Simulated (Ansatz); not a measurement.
**La₅O: band-structure calculation**

La₅O (P-62m, 6 atoms in the cell), computed with DFT PBE, scalar-relativistic, plane waves, PAW, no spin polarisation (Ansatz 0.2.0).

The structure was made by a generator, so it may or may not be a known phase. Figures and captions count atoms from 1; the log counts them from 0 in places.

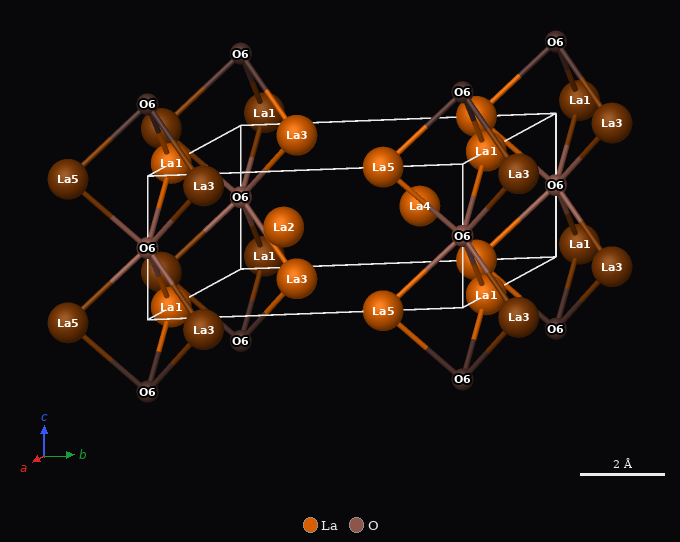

The structure as given in the input (ball-and-stick view of the cell of the calculation, seen slightly off an axis; neighbours outside the cell are drawn fainter; atoms are numbered from 1 in the order of the input). An atom can appear more than once, as a periodic image.

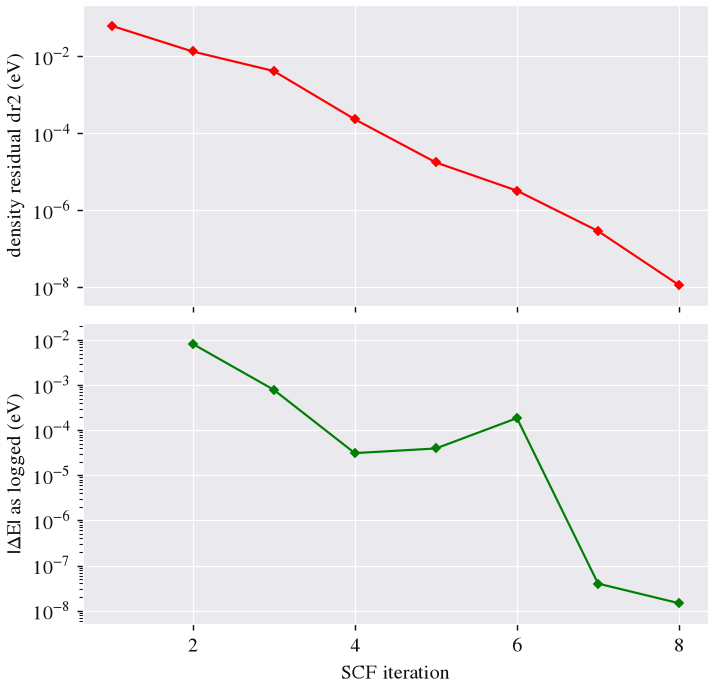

Convergence of the self-consistent field: density residual dr2 and size of the energy change against the SCF iteration. The residual falls at every step.

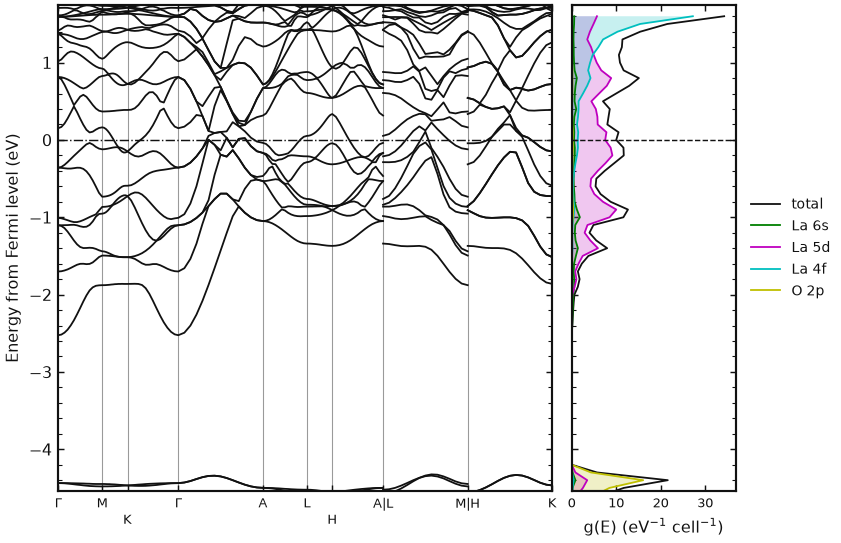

Band structure along Γ–M–K–Γ–A–L–H–A|L–M|H–K and density of states (projected on Löwdin-orthogonalised atomic shells), with energies from the Fermi level. Bands cross the Fermi level: a metal at this level of theory.

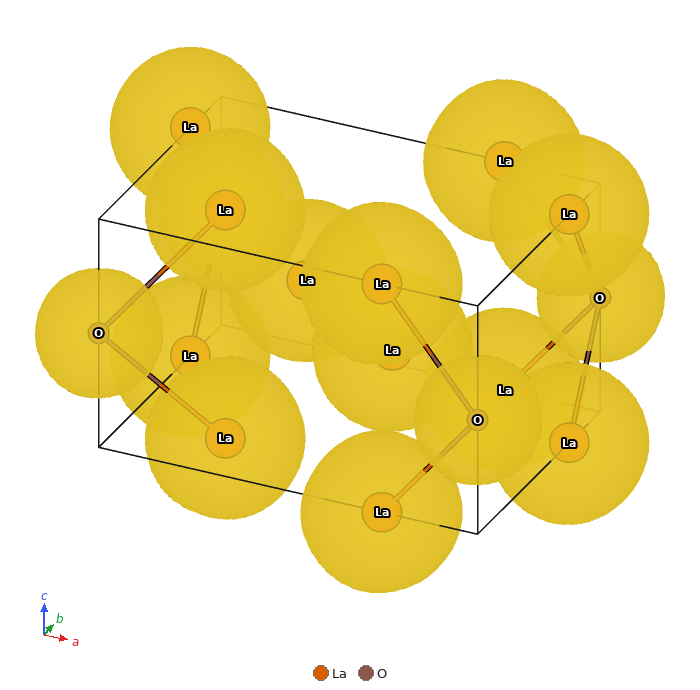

Isosurface of the valence charge density (pseudo) at 0.4 e/Å³ (yellow), seen slightly off an axis. Sticks mark near contacts. The outline is the cell set on symmetry axes. At this value the density breaks into separate islands; it holds about 70 % of the electrons treated as valence (semicore included). It is pinched off along the La–O (2.63 Å) contacts. On the grid the lowest density along these lines, outside the cores, is 0.27 e/Å³ (La–O, 2.63 Å). In a PAW calculation such maps are meaningful between the atoms, not at the nuclei.

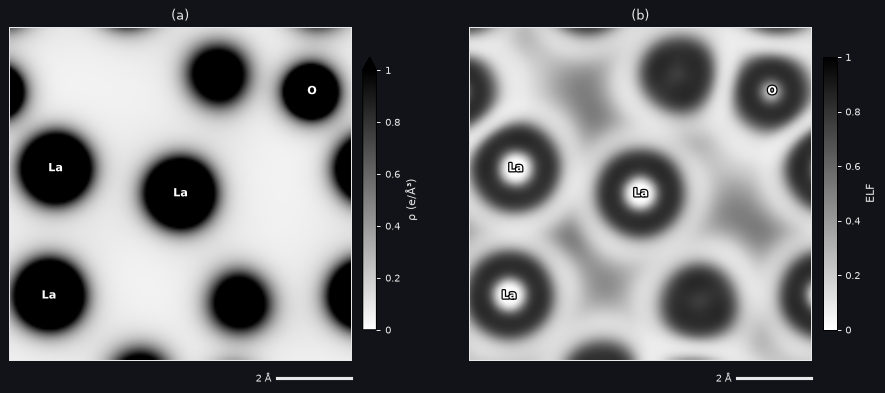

(a) valence pseudo-density; (b) electron localisation function on the (111) plane of the conventional cell. Away from the nuclei the density in this plane falls to 0.05 e/Å³ at its lowest. The strong features right at La lie inside the PAW spheres (semicore, d or f shells) and say nothing about bonding.

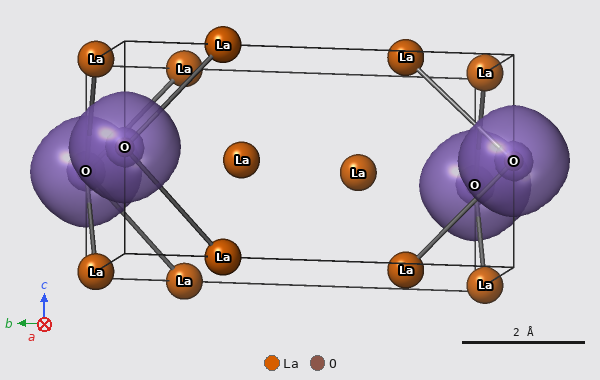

Isosurface of the ELF at 0.65 (purple), seen at an oblique angle. Only the valence region is drawn (cores and ρ < 0.01 e/Å³ removed). Sticks mark near contacts. The outline is the cell set on symmetry axes. Along the contacts the grid gives the following. La–O (2.63 Å): the ELF is about 0.15 at the midpoint (no shared pair; the contact is polar).

The input and output of the run follow.

The input
```yaml
crystal:
  lattice:
    - [7.7869094179, 3.3e-09, 0.0]
    - [-3.8934547118, 6.7436613712, 0.0]
    - [0.0, 0.0, 3.5022970104]
  atoms:
    - { symbol: La, position: [0.7474440599, 0.0, 0.0] }
    - { symbol: La, position: [0.6666666667, 0.3333333333, 0.5] }
    - { symbol: La, position: [0.2525559401, 0.2525559401, 0.0] }
    - { symbol: La, position: [0.3333333333, 0.6666666667, 0.5] }
    - { symbol: La, position: [0.0, 0.7474440599, 0.0] }
    - { symbol: O, position: [0.0, 0.0, 0.5] }
basis:
  ecutwfc: 420
kpoints:
  mp_grid: { grid: [6, 6, 12] }
  band_path:
    path:
      - [[0.0, 0.0, 0.0], [0.5, 0.0, 0.0], [0.33333333, 0.33333333, 0.0], [0.0, 0.0, 0.0], [0.0, 0.0, 0.5], [0.5, 0.0, 0.5], [0.33333333, 0.33333333, 0.5], [0.0, 0.0, 0.5]]
      - [[0.5, 0.0, 0.5], [0.5, 0.0, 0.0]]
      - [[0.33333333, 0.33333333, 0.5], [0.33333333, 0.33333333, 0.0]]
    npoints: 14
hamiltonian:
  xc: pbe
scf:
  occupations: { method: gaussian, width: 0.1 }
  n_extra_bands: 15
output:
  forces: true
  stress: true
  eigenvalues: true
  populations: true
  dos: { projected: true, de: 0.02, nscf_kmesh: { grid: [8, 8, 15] } }
  bader: true
  write_density: true
  write_potential: true
  elf: true
  volumetric_format: npy
```

Command:
```bash
ansatz run input.yaml --threads 1 --pin off --max-ram 2560MiB --backend cpu --events-out ev --progress --plain --runs-dir out
```

Output
```
La: projections on atomic orbitals take those of the free atom [Kr 4d10] 4f0 5s2 5p6 5d1 6s2, of charge +0.00 (hamiltonian.pseudopotentials.projection_atoms); the dataset's partial waves leave at most 1.9e-5 of an orbital's norm unspanned inside its sphere
scf.n_extra_bands = 15 over 31 filled bands (N_el = 61.0): the run solves 46 bands
Engine: ansatz 0.2.0, x86_64-unknown-linux-gnu
Pseudopotentials: kind: paw
Pseudopotential: La, paw, valence charge 11, recommended cutoff 420 eV (normal), La.paw.azcp
Pseudopotential: O, paw, valence charge 6, recommended cutoff 420 eV (normal), O.paw.azcp
Functional definition: PBE
  parameter kappa = 0.804
  parameter beta = 0.06672455060314922
  exchange = pbe_x(kappa = kappa, mu = beta*pi^2/3)
  correlation = pbe_c(beta = beta)
Crystal: 6 atoms, lattice volume = 183.914 Å³
Basis set: ecut = 420 eV, 3617 PW (Γ), exchange–correlation on 108×108×48 points (8 copies of the dense FFT grid, shifted against one another)
Bands: 46, of which v1, the nominal top of the filled ones, is band 31 counted from 1 (30 counted from 0)
Symmetry: 12 space group operations
Space group: P-62m (ITA 189), of the structure as read, at distance tolerance 5.7e-5 Å
k-points: 49 of 432 (time reversal used)
Non-local potential: La, projectors of the file, l = 0: 3, l = 1: 2, l = 2: 2, l = 3: 3
Non-local potential: O, projectors of the file, l = 0: 2, l = 1: 2, l = 2: 1
PAW form: soft (Blöchl's): semilocal exchange-correlation on the pseudo side does not see the compensation charge
PAW one-centre angular grid: La, 590 points (default); XC on 64 Gauss nodes
PAW one-centre angular grid: O, 110 points (default); XC on 64 Gauss nodes
Initial density: superposition of atomic densities (neutral atoms: chi_scale 0, normalization atom), corrected by the library's trained network
Initial wavefunctions: pseudopotential atomic-orbital guess
Functional: x = pbe(κ = 0.804, μ = 0.2195149727645171), c = pbe(β = 0.06672455060314922)
SCF iter   1: F=—  HF=-31817.869853 eV  |F-HF|=—  |Δ(HF+E_count)|=         —  Δρ=5.60e-3  dr2=6.30e-2  ethr=1.77e-3  ⟨swp⟩=5.8  Hψ=11070  notcnv=0
preconditioner: auto → Kerker (q_TF=auto, 2.270 Å⁻¹)  [metal: Δε(μ)=0.005 eV  Ē_g=12.041 eV  σ=0.100 eV  W_gap=0.03  n_scr=32 (ndim 8)  ℏωp=19.2 eV  f_vac=0.000  D(μ)=9.63/eV (n_scr^D=98)]
SCF iter   2: F=—  HF=-31817.861662 eV  |F-HF|=—  |Δ(HF+E_count)|=   8.19e-3  Δρ=2.99e-3  dr2=1.35e-2  ethr=1.03e-4  ⟨swp⟩=2.9  Hψ=4382  notcnv=0  defer=403
SCF iter   3: F=—  HF=-31817.860875 eV  |F-HF|=—  |Δ(HF+E_count)|=   7.87e-4  Δρ=1.46e-3  dr2=4.19e-3  ethr=2.22e-5  ⟨swp⟩=2.0  Hψ=2905  notcnv=0  defer=403
SCF iter   4: F=—  HF=-31817.860844 eV  |F-HF|=—  |Δ(HF+E_count)|=   3.10e-5  Δρ=3.33e-4  dr2=2.32e-4  ethr=6.86e-6  ⟨swp⟩=2.1  Hψ=3046  notcnv=0  defer=403
SCF iter   5: F=—  HF=-31817.860884 eV  |F-HF|=—  |Δ(HF+E_count)|=   3.93e-5  Δρ=8.54e-5  dr2=1.75e-5  ethr=3.81e-7  ⟨swp⟩=2.6  Hψ=2892  notcnv=0  defer=403
SCF iter   6: F=—  HF=-31817.861069 eV  |F-HF|=—  |Δ(HF+E_count)|=   1.85e-4  Δρ=2.54e-5  dr2=3.22e-6  ethr=2.87e-8  ⟨swp⟩=2.8  Hψ=3748  notcnv=0  defer=403
SCF iter   7: F=—  HF=-31817.861069 eV  |F-HF|=—  |Δ(HF+E_count)|=   3.98e-8  Δρ=8.66e-6  dr2=2.87e-7  ethr=5.27e-9  ⟨swp⟩=2.0  Hψ=2134  notcnv=0  defer=403
SCF iter   8: F=-31817.861069 eV  HF=-31817.861069 eV  |F-HF|=5.71e-10  |Δ(HF+E_count)|=   1.46e-8  Δρ=2.09e-6  dr2=1.12e-8  ethr=1.64e-10  ⟨swp⟩=21.5  Hψ=19712  notcnv=0
SCF 1 converged in 8 iterations: F = -31817.861069 eV  dr2 = 1.12e-8
  greatest PAW one-centre occupation: 0.973 electrons in one spin orbital (limit 2), on the La atom at site 3 (counted from 0), in its partial waves of l = 0
NSCF: frozen V_eff on 129 k-points
NSCF: frozen V_eff on 80 k-points
SCF converged after 8 iterations
Free energy (F): -31817.861069 eV
Harris-Foulkes:  -31817.861069 eV  (|F-HF|=5.71e-10)
Internal energy: -31817.813128 eV  (E = F + TS)
E sigma→0 (E₀):  -31817.837098 eV
Entropy (-TS):   -0.047941 eV (-7.990 meV/atom)
Fermi energy:    11.492079 eV
--- Per-component energies (eV) ---
  E_band       = -193.352080
  E_kinetic    = 1147.512257
  E_local      = -2257.956200  (includes V_loc(G=0)·N_el)
  E_nonlocal   = 525.227981
  E_hartree    = 789.305602
  E_xc         = -772.709501
  E_vxc        = -835.425932  (∫ρ·V_xc dr)
  E_paw        = -27239.580152  (= ΣΔE_a)
  E_vpaw       = -351.325672  (= ΣTr[D̂ρ^β])
  E_aug_tail   = 0.002378  (compensation charges beyond the density's cutoff)
  E_ewald      = -4009.615491
  E_smearing   = -0.047941  (= −TS)
  E_closure    = 0.000000  (closes the sum)
  Σ components = -31817.861069   (vs F -31817.861069, Δ=0.00e0)
--- Forces (eV/Å), atoms counted from 1 ---
  atom   1  La    -0.00174337    -0.00000000     0.00000000
  atom   2  La    -0.00000000     0.00000000     0.00000000
  atom   3  La     0.00087169     0.00150980     0.00000000
  atom   4  La    -0.00000000     0.00000000     0.00000000
  atom   5  La     0.00087169    -0.00150980     0.00000000
  atom   6  O     -0.00000000    -0.00000000     0.00000000
  max |Σ_I F_I| component: 4.64e-17 eV/Å
--- Stress (GPa, compression-positive) ---
       -0.011839       0.000000       0.000000
        0.000000      -0.011839       0.000000
        0.000000       0.000000      -0.018305
  P = ⅓ Tr σ = -0.0140 GPa (-0.140 kbar)
--- Band table (eV; the first three rows and the last of 49) ---
  k-point 0: bands = ["-21.5076", "-21.2500", "-21.2500", "-21.1042", "-21.0101", "-7.9951", "-5.9376", "-5.9376", "-5.3455", "-5.3455", "-4.8648", "-4.7040", "-4.5093", "-4.4134", "-4.4134", "-4.3485", "-4.3485", "-4.2863", "-4.2863", "-4.1842", "-4.0058", "6.9474", "7.0545", "7.0545", "8.9669", "9.7914", "10.3890", "10.3890", "10.4851", "11.1337", "11.1337", "11.6440", "12.3065", "12.3065", "12.5104", "12.8651", "12.8651", "12.9060", "13.0840", "13.0840", "13.1019", "13.1019", "13.1990", "13.3296", "13.3296", "13.4584"]
  k-point 1: bands = ["-21.4928", "-21.2406", "-21.2406", "-21.0949", "-21.0059", "-7.9796", "-5.9075", "-5.9075", "-5.3325", "-5.3325", "-4.9046", "-4.8769", "-4.5682", "-4.5214", "-4.5214", "-4.3962", "-4.3962", "-4.2330", "-4.2330", "-4.2280", "-3.9782", "6.8947", "7.0896", "7.0896", "9.1332", "10.0118", "10.4461", "10.4461", "10.7356", "11.2229", "11.2229", "11.7509", "12.1034", "12.1034", "12.6262", "12.7215", "12.7215", "12.8068", "12.9960", "12.9960", "13.1973", "13.1973", "13.2073", "13.2408", "13.2408", "13.4563"]
  k-point 2: bands = ["-21.4511", "-21.2149", "-21.2149", "-21.0693", "-20.9953", "-7.9415", "-5.8214", "-5.8214", "-5.3186", "-5.3186", "-5.2153", "-5.0470", "-4.7638", "-4.7497", "-4.7497", "-4.4372", "-4.4372", "-4.3048", "-4.2153", "-4.2153", "-3.9865", "6.7997", "7.1432", "7.1432", "9.5464", "10.6074", "10.6076", "10.6076", "11.4219", "11.4582", "11.4582", "11.6713", "11.6713", "12.0111", "12.4985", "12.4985", "12.5387", "12.7039", "12.7039", "12.8878", "13.0578", "13.0578", "13.2219", "13.2696", "13.2696", "13.4274"]
  k-point 48: bands = ["-21.2510", "-21.1083", "-21.1083", "-20.9676", "-20.9676", "-7.9202", "-5.8682", "-5.8682", "-5.8250", "-5.8250", "-5.7369", "-5.3249", "-5.0038", "-5.0038", "-4.7456", "-4.7296", "-4.6073", "-4.6073", "-4.3821", "-4.3821", "-4.2046", "6.7501", "6.9339", "6.9339", "10.1225", "10.5843", "10.5843", "10.6376", "10.6376", "11.1772", "11.4496", "11.8268", "12.0365", "12.0365", "12.4298", "12.4298", "12.8955", "13.1747", "13.1747", "13.1786", "13.2243", "13.2243", "13.2823", "13.2853", "13.3632", "13.3951"]
--- Löwdin populations: 6 sites ---
  site symbol       q [e]
     0     La     10.7242
     1     La     11.0936
     2     La     10.7242
     3     La     11.0936
     4     La     10.7242
     5      O      6.5377
  spilling = 0.001680 (of n_electrons = 61.000000)
--- Bader charges: 6 sites ---
  site symbol  charge [e]  shift [e]
     0     La      0.5828     0.0000
     1     La     -0.1832     0.0000
     2     La      0.5828     0.0000
     3     La     -0.1832     0.0000
     4     La      0.5828     0.0000
     5      O     -1.3819     0.0000
  estimated error of the sums over rays = 4.2e-4 e
```

File bader_charges.tsv
```
# site	symbol	x_ang	y_ang	z_ang	partial_charge_e	electrons	volume_ang3	relative_density_drop	shared_charge_e	partial_wave_shift_e
# quadrature_error_electrons = 4.2e-4
0	La	5.8203	0.0000	0.0000	0.58281	56.41719	30.64	-	0.58281	0.00000
1	La	3.8935	2.2479	1.7511	-0.18324	57.18324	38.88	-	-0.18324	0.00000
2	La	0.9833	1.7032	0.0000	0.58280	56.41720	30.64	-	0.58280	0.00000
3	La	0.0000	4.4958	1.7511	-0.18325	57.18325	38.88	-	-0.18325	0.00000
4	La	-2.9101	5.0405	0.0000	0.58281	56.41719	30.64	-	0.58281	0.00000
5	O	0.0000	0.0000	1.7511	-1.38194	9.38194	14.25	-	-1.38194	0.00000
```

File populations.tsv
```
# site	symbol	l	j	q
# orbitals = lowdin
# n_electrons = 61.000000
# spilling = 0.001680
# projection_atom_La: [Kr 4d10] 4f0 5s2 5p6 5d1 6s2
0	La	0_5S	-	1.881610
0	La	0_6S	-	0.455231
0	La	1_5P	-	5.846960
0	La	2_5D	-	2.316106
0	La	3_4F	-	0.224311
1	La	0_5S	-	1.893071
1	La	0_6S	-	0.623881
1	La	1_5P	-	5.815225
1	La	2_5D	-	2.602857
1	La	3_4F	-	0.158554
2	La	0_5S	-	1.881610
2	La	0_6S	-	0.455231
2	La	1_5P	-	5.846960
2	La	2_5D	-	2.316106
2	La	3_4F	-	0.224311
3	La	0_5S	-	1.893071
3	La	0_6S	-	0.623881
3	La	1_5P	-	5.815225
3	La	2_5D	-	2.602857
3	La	3_4F	-	0.158554
4	La	0_5S	-	1.881610
4	La	0_6S	-	0.455231
4	La	1_5P	-	5.846960
4	La	2_5D	-	2.316106
4	La	3_4F	-	0.224311
5	O	0_2S	-	1.743346
5	O	1_2P	-	4.794356
```

Results in brief

| quantity | value |
| --- | --- |
| outcome | converged |
| space group (tolerance 0.01 Å) | P-62m (189) |
| electrons treated | 61 |
| free energy | −31817.8611 eV |
| Fermi energy | 11.492 eV |
| gap on the k-point mesh | none (metallic) |
| pressure | −0.01 GPa |
| largest force (length of the vector) | 0.002 eV/Å |
| hardware | 1 thread of Intel Xeon @ 2.50GHz (Skylake/Cascade Lake), 189 GiB of memory available, shared host |
| wall time | 6 min |
| peak memory | 0.89 GiB |

Remarks

The cell holds an odd number of electrons but the run has no spin polarisation, so a band is left half filled.
